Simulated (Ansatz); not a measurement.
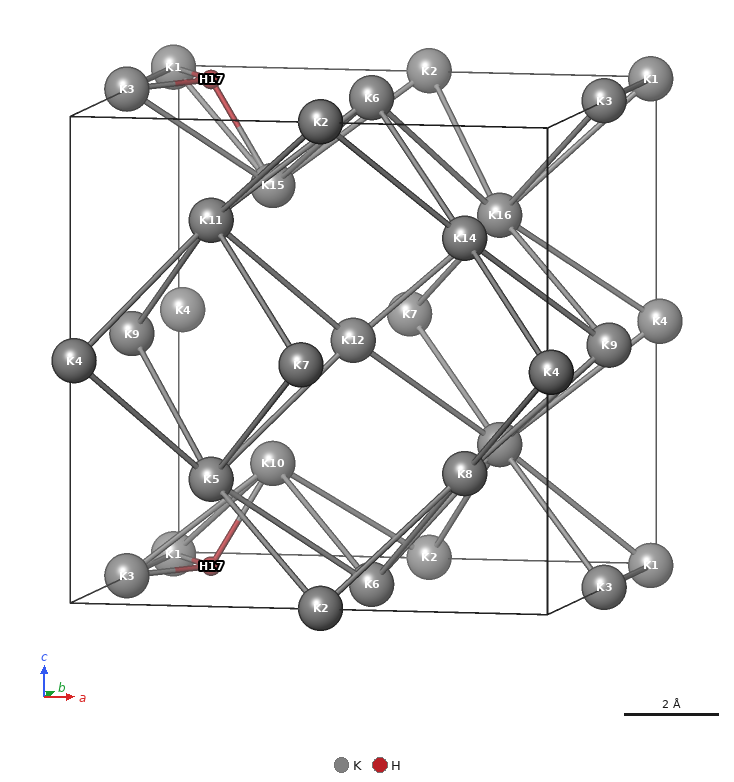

The input geometry (ball-and-stick view of the cell of the calculation, seen slightly off an axis; atoms are numbered from 1 in the order of the input). An atom can appear more than once, as a periodic image.

**K16H: nudged elastic band (part 1 of 2)**

System: K16H (defect cell, 17 atoms in the cell).
Method: DFT PBEsol, scalar-relativistic, plane waves, PAW, no spin polarisation (Ansatz 0.2.0).

One setting was made poor on purpose. It belongs to a series of runs on one base structure; here: band between the two ends. Figures and captions count atoms from 1; the log counts them from 0 in places.

### Input
```yaml
crystal:
  lattice:
    - [10.46, 0.0, 0.0]
    - [0.0, 10.46, 0.0]
    - [0.0, 0.0, 10.46]
  atoms:
    - { symbol: K, position: [-0.00323839, -0.03519892, 1.85e-06] }
    - { symbol: K, position: [0.52117139, 0.01506829, 4.261e-05] }
    - { symbol: K, position: [-0.00308441, 0.53549038, 5.52e-06] }
    - { symbol: K, position: [0.01170881, -0.01582108, 0.50007078] }
    - { symbol: K, position: [0.23847999, 0.25008419, 0.23396654] }
    - { symbol: K, position: [0.52106238, 0.48567235, 4.452e-05] }
    - { symbol: K, position: [0.4813761, 0.00953774, 0.50006431] }
    - { symbol: K, position: [0.76971916, 0.25021968, 0.25818618] }
    - { symbol: K, position: [0.01172046, 0.5163157, 0.50007078] }
    - { symbol: K, position: [0.25390758, 0.74998613, 0.21444524] }
    - { symbol: K, position: [0.23849888, 0.25008497, 0.76614344] }
    - { symbol: K, position: [0.48138465, 0.4909153, 0.50006523] }
    - { symbol: K, position: [0.7291991, 0.75033741, 0.26437845] }
    - { symbol: K, position: [0.76970652, 0.25022084, 0.74192147] }
    - { symbol: K, position: [0.25384519, 0.74998729, 0.78562553] }
    - { symbol: K, position: [0.72915655, 0.75033841, 0.73570362] }
    - { symbol: H, position: [0.12446705, 0.74997052, 0.00023183] }
basis:
  ecutwfc: 300.0
kpoints:
  mp_grid: { grid: [2, 2, 2] }
hamiltonian:
  xc: pbesol
scf:
  occupations: { method: fermi_dirac, width: 0.1 }
  lower_state_search: "off"
  max_iter: 67
neb:
  images: 3
  f_tol: 0.05
  max_iterations: 50
  order_check: false
  final_atoms:
    - { symbol: K, position: [0.03535611, 0.00279367, 3.675e-05] }
    - { symbol: K, position: [0.46457738, 0.00275273, 4.268e-05] }
    - { symbol: K, position: [-0.01427862, 0.4793841, 6.875e-05] }
    - { symbol: K, position: [0.01555252, -0.0113543, 0.50018996] }
    - { symbol: K, position: [0.24992398, 0.27046188, 0.26413717] }
    - { symbol: K, position: [0.51413199, 0.47936223, 7.017e-05] }
    - { symbol: K, position: [0.48429633, -0.01133498, 0.50019126] }
    - { symbol: K, position: [0.74992758, 0.2310148, 0.25849301] }
    - { symbol: K, position: [-0.00880677, 0.51858967, 0.5001243] }
    - { symbol: K, position: [0.24997369, 0.74687264, 0.2146173] }
    - { symbol: K, position: [0.24992277, 0.27058949, 0.7359604] }
    - { symbol: K, position: [0.50865772, 0.5185759, 0.50012463] }
    - { symbol: K, position: [0.74992227, 0.76128002, 0.23449816] }
    - { symbol: K, position: [0.74992661, 0.23105418, 0.74173197] }
    - { symbol: K, position: [0.24996935, 0.7470042, 0.78550513] }
    - { symbol: K, position: [0.7499208, 0.7612202, 0.76572371] }
    - { symbol: H, position: [0.24981126, 0.87517028, 0.00072723] }
```

Launched with:
```bash
ansatz run input.yaml --threads 4 --pin off --max-ram 10240MiB --backend cpu --events-out ev --progress --plain --runs-dir out
```

### Log
```
Warning: neb: disabling space-group detection — the band's intermediate images generally break the endpoint symmetry, so no spatial operation reduces the k-mesh or symmetrises the density, except that a semilocal band can use its path's symmetry ahead of convergence; time reversal is kept, so that k and −k are solved as one point where they differ and the mesh holds both, and exact exchange and, on two spinor components, a DFT+U term hold to it where the run has them: on two components no moment then forms, and a state that bears one, which a typed moment (crystal.atoms[].spin; refused beside efield: under a hybrid functional) reaches, can lie lower, under hf by electronvolts; crystal.symmetry.detect: false (a key that needs symmetry detection or time reversal refuses this as the deck is read) with time_reversal: false beside it drops time reversal too
Warning: basis.ecutwfc = 300 eV is below the records' recommended 420 eV, and the density's cutoff is lower with it unless basis.ecutrho_ratio is high enough to keep the records' density cutoff: compare with a run at a higher cutoff
Engine: ansatz 0.2.0, x86_64-unknown-linux-gnu
Pseudopotentials: kind: paw
Pseudopotential: K, paw, valence charge 9, recommended cutoff 420 eV (normal), K.paw.azcp
Pseudopotential: H, paw, valence charge 1, recommended cutoff 420 eV (normal), H.paw.azcp
Functional definition: PBEsol
  exchange = pbesol_x
  correlation = pbesol_c
parallel-image band execution: 3 concurrent image workers
NEB image 0
Crystal: 17 atoms, lattice volume = 1144.445 Å³
Basis set: ecut = 300 eV, 13517 PW (Γ), exchange–correlation on 120×120×120 points (8 copies of the dense FFT grid, shifted against one another)
Bands: 90, of which v1, the nominal top of the filled ones, is band 73 counted from 1 (72 counted from 0)
Symmetry: 1 space group operations
k-points: 8
Non-local potential: K, projectors of the file, l = 0: 3, l = 1: 2, l = 2: 2
Non-local potential: H, projectors of the file, l = 0: 2, l = 1: 1
PAW form: soft (Blöchl's): semilocal exchange-correlation on the pseudo side does not see the compensation charge
PAW frozen core: K, regenerated for the run's functional, and the local potential with it (the file was generated under x = pbe(κ = 0.804, μ = 0.2195149727645171), c = pbe(β = 0.06672455060314922))
PAW one-centre angular grid: K, 110 points (default); XC on 64 Gauss nodes
PAW one-centre angular grid: H, 110 points (default); XC on 64 Gauss nodes
Initial density: superposition of atomic densities (neutral atoms: chi_scale 0, normalization atom), corrected by the library's trained network
Initial wavefunctions: pseudopotential atomic-orbital guess
Functional: x = pbesol(κ = 0.804, μ = 0.12345679012345678), c = pbesol(β = 0.046)
SCF iter   1: F=—  HF=-24271.941490 eV  |F-HF|=—  |Δ(HF+E_count)|=         —  Δρ=2.06e-3  dr2=7.17e-2  ethr=1.77e-3  ⟨swp⟩=11.5  Hψ=3501  notcnv=0
preconditioner: auto → Kerker (q_TF=auto, 1.934 Å⁻¹)  [metal: Δε(μ)=0.165 eV  Ē_g=2.132 eV  σ=0.100 eV  W_gap=0.37  n_scr=146 (ndim 8)  ℏωp=4.5 eV  f_vac=0.000  D(μ)=16.36/eV (n_scr^D=80)]
SCF iter   2: F=—  HF=-24271.934434 eV  |F-HF|=—  |Δ(HF+E_count)|=   7.06e-3  Δρ=8.31e-4  dr2=2.32e-2  ethr=4.95e-5  ⟨swp⟩=2.0  Hψ=902  notcnv=0
SCF iter   3: F=—  HF=-24271.930624 eV  |F-HF|=—  |Δ(HF+E_count)|=   3.81e-3  Δρ=2.38e-4  dr2=4.82e-3  ethr=1.60e-5  ⟨swp⟩=2.0  Hψ=777  notcnv=0
SCF iter   4: F=—  HF=-24271.929590 eV  |F-HF|=—  |Δ(HF+E_count)|=   1.03e-3  Δρ=8.53e-5  dr2=2.70e-4  ethr=3.32e-6  ⟨swp⟩=2.0  Hψ=804  notcnv=0
SCF iter   5: F=—  HF=-24271.929589 eV  |F-HF|=—  |Δ(HF+E_count)|=   1.67e-6  Δρ=3.06e-5  dr2=4.04e-5  ethr=1.86e-7  ⟨swp⟩=2.0  Hψ=941  notcnv=0
SCF iter   6: F=—  HF=-24271.929854 eV  |F-HF|=—  |Δ(HF+E_count)|=   2.65e-4  Δρ=1.12e-5  dr2=6.34e-6  ethr=2.79e-8  ⟨swp⟩=2.0  Hψ=789  notcnv=0
SCF iter   7: F=—  HF=-24271.929853 eV  |F-HF|=—  |Δ(HF+E_count)|=   6.77e-7  Δρ=4.01e-6  dr2=3.93e-7  ethr=4.37e-9  ⟨swp⟩=2.5  Hψ=1157  notcnv=0
SCF iter   8: F=-24271.929853 eV  HF=-24271.929853 eV  |F-HF|=3.48e-8  |Δ(HF+E_count)|=   3.81e-8  Δρ=1.27e-6  dr2=8.19e-8  ethr=6.90e-11  ⟨swp⟩=4.4  Hψ=2106  notcnv=0
SCF 1 converged in 8 iterations: F = -24271.929853 eV  dr2 = 8.19e-8
  greatest PAW one-centre occupation: 0.988 electrons in one spin orbital (limit 2), on the K atom at site 5 (counted from 0), in its partial waves of l = 0
NSCF: frozen V_eff on 8 k-points
NEB image 4
SCF iter   1: F=—  HF=-24271.941538 eV  |F-HF|=—  |Δ(HF+E_count)|=         —  Δρ=2.05e-3  dr2=7.10e-2  ethr=1.77e-3  ⟨swp⟩=11.8  Hψ=3530  notcnv=0
preconditioner: auto → Kerker (q_TF=auto, 1.934 Å⁻¹)  [metal: Δε(μ)=0.169 eV  Ē_g=2.133 eV  σ=0.100 eV  W_gap=0.37  n_scr=146 (ndim 8)  ℏωp=4.5 eV  f_vac=0.000  D(μ)=16.36/eV (n_scr^D=80)]
SCF iter   2: F=—  HF=-24271.934328 eV  |F-HF|=—  |Δ(HF+E_count)|=   7.21e-3  Δρ=8.32e-4  dr2=2.31e-2  ethr=4.90e-5  ⟨swp⟩=2.0  Hψ=900  notcnv=0
SCF iter   3: F=—  HF=-24271.930537 eV  |F-HF|=—  |Δ(HF+E_count)|=   3.79e-3  Δρ=2.38e-4  dr2=4.77e-3  ethr=1.59e-5  ⟨swp⟩=2.0  Hψ=777  notcnv=0
SCF iter   4: F=—  HF=-24271.929513 eV  |F-HF|=—  |Δ(HF+E_count)|=   1.02e-3  Δρ=8.37e-5  dr2=2.66e-4  ethr=3.29e-6  ⟨swp⟩=2.0  Hψ=812  notcnv=0
SCF iter   5: F=—  HF=-24271.929511 eV  |F-HF|=—  |Δ(HF+E_count)|=   2.40e-6  Δρ=3.02e-5  dr2=3.87e-5  ethr=1.84e-7  ⟨swp⟩=2.0  Hψ=941  notcnv=0
SCF iter   6: F=—  HF=-24271.929805 eV  |F-HF|=—  |Δ(HF+E_count)|=   2.94e-4  Δρ=1.07e-5  dr2=6.13e-6  ethr=2.67e-8  ⟨swp⟩=2.0  Hψ=788  notcnv=0
SCF iter   7: F=—  HF=-24271.929804 eV  |F-HF|=—  |Δ(HF+E_count)|=   6.33e-7  Δρ=3.95e-6  dr2=3.79e-7  ethr=4.23e-9  ⟨swp⟩=2.0  Hψ=915  notcnv=0
SCF iter   8: F=-24271.929804 eV  HF=-24271.929804 eV  |F-HF|=3.41e-8  |Δ(HF+E_count)|=   4.10e-8  Δρ=1.37e-6  dr2=7.75e-8  ethr=6.90e-11  ⟨swp⟩=4.5  Hψ=2259  notcnv=0
SCF 2 converged in 8 iterations: F = -24271.929804 eV  dr2 = 7.75e-8
  greatest PAW one-centre occupation: 0.988 electrons in one spin orbital (limit 2), on the K atom at site 2 (counted from 0), in its partial waves of l = 0
NSCF: frozen V_eff on 8 k-points
NEB end point (image 0): max|allowed force component| = 1.791e-2 eV/Å (the criterion of neb.relax_end_points is 1.000e-2)
NEB end point (image 4): max|allowed force component| = 2.351e-2 eV/Å (the criterion of neb.relax_end_points is 1.000e-2)
NEB image 1
SCF iter   1: F=—  HF=-24271.861257 eV  |F-HF|=—  |Δ(HF+E_count)|=         —  Δρ=2.11e-3  dr2=8.25e-2  ethr=1.77e-3  ⟨swp⟩=11.5  Hψ=3236  notcnv=0
preconditioner: auto → Kerker (q_TF=auto, 1.934 Å⁻¹)  [metal: Δε(μ)=0.149 eV  Ē_g=2.124 eV  σ=0.100 eV  W_gap=0.34  n_scr=146 (ndim 8)  ℏωp=4.5 eV  f_vac=0.000  D(μ)=16.37/eV (n_scr^D=80)]
SCF iter   2: F=—  HF=-24271.855282 eV  |F-HF|=—  |Δ(HF+E_count)|=   5.98e-3  Δρ=8.54e-4  dr2=2.70e-2  ethr=5.69e-5  ⟨swp⟩=2.0  Hψ=899  notcnv=0
SCF iter   3: F=—  HF=-24271.851408 eV  |F-HF|=—  |Δ(HF+E_count)|=   3.87e-3  Δρ=2.45e-4  dr2=5.44e-3  ethr=1.86e-5  ⟨swp⟩=2.0  Hψ=784  notcnv=0
SCF iter   4: F=—  HF=-24271.850339 eV  |F-HF|=—  |Δ(HF+E_count)|=   1.07e-3  Δρ=9.78e-5  dr2=3.46e-4  ethr=3.75e-6  ⟨swp⟩=2.0  Hψ=804  notcnv=0
SCF iter   5: F=—  HF=-24271.850330 eV  |F-HF|=—  |Δ(HF+E_count)|=   9.33e-6  Δρ=3.51e-5  dr2=7.26e-5  ethr=2.39e-7  ⟨swp⟩=2.0  Hψ=917  notcnv=0
[...]
NEB image 2
preconditioner: auto → Kerker (q_TF=auto, 1.934 Å⁻¹)  [metal: Δε(μ)=0.147 eV  Ē_g=2.119 eV  σ=0.100 eV  W_gap=0.34  n_scr=146 (ndim 8)  ℏωp=4.5 eV  f_vac=0.000  D(μ)=16.36/eV (n_scr^D=80)]
  greatest PAW one-centre occupation: 0.988 electrons in one spin orbital (limit 2), on the K atom at site 3 (counted from 0), in its partial waves of l = 0
NEB image 3
preconditioner: auto → Kerker (q_TF=auto, 1.934 Å⁻¹)  [metal: Δε(μ)=0.151 eV  Ē_g=2.124 eV  σ=0.100 eV  W_gap=0.34  n_scr=146 (ndim 8)  ℏωp=4.5 eV  f_vac=0.000  D(μ)=16.37/eV (n_scr^D=80)]
NEB iter   1: max|band force component| = 1.925e-1 eV/Å  barrier→ = 0.1385 eV  barrier← = 0.1384 eV  CI = image 2  Δτ_max = 0.0477 Å  (43 SCF iters)
NEB image 1
Initial density: handed on by an earlier stage of this run
Initial wavefunctions: those handed on with the density
preconditioner: auto → Kerker (q_TF=auto, 1.934 Å⁻¹)  [metal: Δε(μ)=0.193 eV  Ē_g=2.150 eV  σ=0.100 eV  W_gap=0.42  n_scr=146 (ndim 8)  ℏωp=4.5 eV  f_vac=0.000  D(μ)=16.42/eV (n_scr^D=80)]
  greatest PAW one-centre occupation: 0.988 electrons in one spin orbital (limit 2), on the K atom at site 15 (counted from 0), in its partial waves of l = 0
NEB image 2
preconditioner: auto → Kerker (q_TF=auto, 1.934 Å⁻¹)  [metal: Δε(μ)=0.184 eV  Ē_g=2.144 eV  σ=0.100 eV  W_gap=0.41  n_scr=146 (ndim 8)  ℏωp=4.5 eV  f_vac=0.000  D(μ)=16.42/eV (n_scr^D=80)]
NEB image 3
preconditioner: auto → Kerker (q_TF=auto, 1.934 Å⁻¹)  [metal: Δε(μ)=0.194 eV  Ē_g=2.150 eV  σ=0.100 eV  W_gap=0.42  n_scr=146 (ndim 8)  ℏωp=4.5 eV  f_vac=0.000  D(μ)=16.43/eV (n_scr^D=80)]
  greatest PAW one-centre occupation: 0.988 electrons in one spin orbital (limit 2), on the K atom at site 4 (counted from 0), in its partial waves of l = 0
NEB iter   2: max|band force component| = 1.083e-1 eV/Å  barrier→ = 0.1212 eV  barrier← = 0.1211 eV  CI = image 2  Δτ_max = 0.1353 Å  (18 SCF iters)
[... from here on the SCF iterations and repeated set-up lines of each step are left out, up to the last step ...]
NEB image 1
NEB image 2
NEB image 3
NEB iter   3: max|band force component| = 3.515e-2 eV/Å  barrier→ = 0.1039 eV  barrier← = 0.1038 eV  CI = image 2  Δτ_max = 0.1231 Å  (21 SCF iters)
NEB image 2
NEB iter   4: max|band force component| = 1.521e-1 eV/Å  barrier→ = 0.0896 eV  barrier← = 0.0895 eV  CI = image 2  Δτ_max = 0.2000 Å  (7 SCF iters)
NEB image 1
NEB image 2
NEB image 3
NEB iter   5: max|band force component| = 6.766e-2 eV/Å  barrier→ = 0.0762 eV  barrier← = 0.0762 eV  CI = image 2  Δτ_max = 0.1299 Å  (23 SCF iters)
NEB image 1
NEB image 2
NEB image 3
NEB iter   6: max|band force component| = 1.859e-2 eV/Å  barrier→ = 0.0673 eV  barrier← = 0.0673 eV  CI = image 2  Δτ_max = 0.0668 Å  (21 SCF iters)
NEB image 2
NEB iter   7: max|band force component| = 2.821e-1 eV/Å  barrier→ = 0.0647 eV  barrier← = 0.0646 eV  CI = image 2  Δτ_max = 0.0809 Å  (7 SCF iters)
NEB image 1
preconditioner: auto → Kerker (q_TF=auto, 1.934 Å⁻¹)  [metal: Δε(μ)=0.213 eV  Ē_g=2.162 eV  σ=0.100 eV  W_gap=0.44  n_scr=146 (ndim 8)  ℏωp=4.5 eV  f_vac=0.000  D(μ)=16.40/eV (n_scr^D=80)]
NEB image 2
preconditioner: auto → Kerker (q_TF=auto, 1.934 Å⁻¹)  [metal: Δε(μ)=0.210 eV  Ē_g=2.166 eV  σ=0.100 eV  W_gap=0.42  n_scr=146 (ndim 8)  ℏωp=4.5 eV  f_vac=0.000  D(μ)=16.26/eV (n_scr^D=80)]
NEB image 3
NEB image 1
NSCF: frozen V_eff on 8 k-points
NEB image 3
NSCF: frozen V_eff on 8 k-points
NEB image 2
NSCF: frozen V_eff on 8 k-points
the band table was solved once a step of the walk had ended and its energy, with any forces and stress, was formed, with the checks that follow a solve (3414 applications of the Hamiltonian). They found nothing against the state; the energy, forces and stress were not computed again (output.eigenvalues in the input reference)
NEB iter   8: max|band force component| = 6.587e-3 eV/Å  barrier→ = 0.0637 eV  barrier← = 0.0636 eV  CI = image 2  Δτ_max = 0.0000 Å  (20 SCF iters)
```

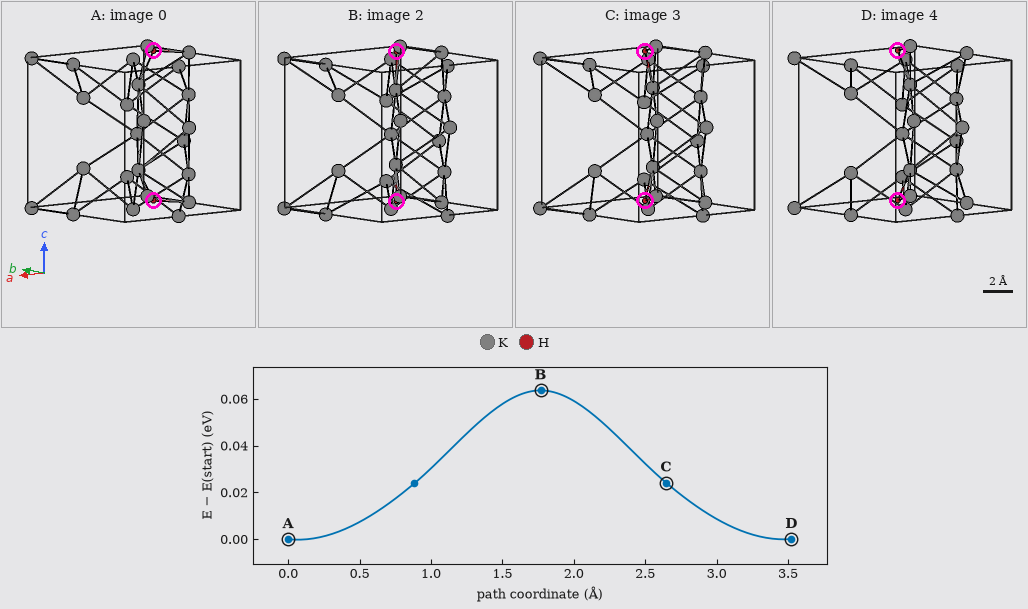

Images of the last band (counted from 0; ball-and-stick, simulation cell, seen at an oblique angle), with the moving atom and its periodic copies ringed, above the energy along the path; the line is a cubic interpolation that uses the forces. The highest image is number 2, 0.064 eV above the start and 0.064 eV above the end (the climbing image); start and end have the same energy. The path is 3.52 Å long, and H17 moves most (1.85 Å). The band converged in 8 iterations.

```
Free energy (F): -24271.866202 eV
Harris-Foulkes:  -24271.866202 eV  (|F-HF|=8.79e-9)
Internal energy: -24271.352928 eV  (E = F + TS)
E sigma→0 (E₀):  -24271.609565 eV
Entropy (-TS):   -0.513275 eV (-30.193 meV/atom)
Fermi energy:    1.744699 eV
--- Per-component energies (eV) ---
  E_band       = -2264.035189
  E_kinetic    = 4044.933088
  E_local      = -12067.900062  (includes V_loc(G=0)·N_el)
  E_nonlocal   = 222.069422
  E_hartree    = 4303.495861
  E_xc         = -2120.980267
  E_vxc        = -2599.032504  (∫ρ·V_xc dr)
  E_paw        = -12189.142365  (= ΣΔE_a)
  E_vpaw       = -471.096178  (= ΣTr[D̂ρ^β])
  E_aug_tail   = -0.001318  (compensation charges beyond the density's cutoff)
  E_ewald      = -6465.553448
  E_core_change = 1.726163  (= ΣΔE_core)
  E_smearing   = -0.513275  (= −TS)
  E_closure    = -0.000000  (closes the sum)
  Σ components = -24271.866202   (vs F -24271.866202, Δ=0.00e0)
--- Forces (eV/Å), atoms counted from 1 ---
[...]
  atom   1  K     -0.00107190     0.00101811     0.00038375
  atom   2  K      0.00407639    -0.00029321     0.00024678
  atom   3  K      0.00027223    -0.00403049     0.00024619
  atom   4  K     -0.00355024     0.00354741     0.00000348
  atom   5  K      0.00229321    -0.00196522     0.00007700
  atom   6  K     -0.00397711     0.00397945    -0.00001888
  atom   7  K      0.00333214    -0.00113613     0.00004253
  atom   8  K     -0.00187226     0.00189207    -0.00025706
  atom   9  K      0.00116826    -0.00333063     0.00004590
  atom  10  K     -0.00237538     0.00241676     0.00164481
  atom  11  K      0.00234189    -0.00192422    -0.00015778
  atom  12  K     -0.00104007     0.00100123     0.00009784
  atom  13  K      0.00196601    -0.00231094     0.00005165
  atom  14  K     -0.00188974     0.00190991     0.00025129
  atom  15  K     -0.00189479     0.00193360    -0.00314284
  atom  16  K      0.00191985    -0.00235768    -0.00013838
  atom  17  H      0.00031962    -0.00036935     0.00062266
  max |Σ_I F_I| component: 1.93e-5 eV/Å
```
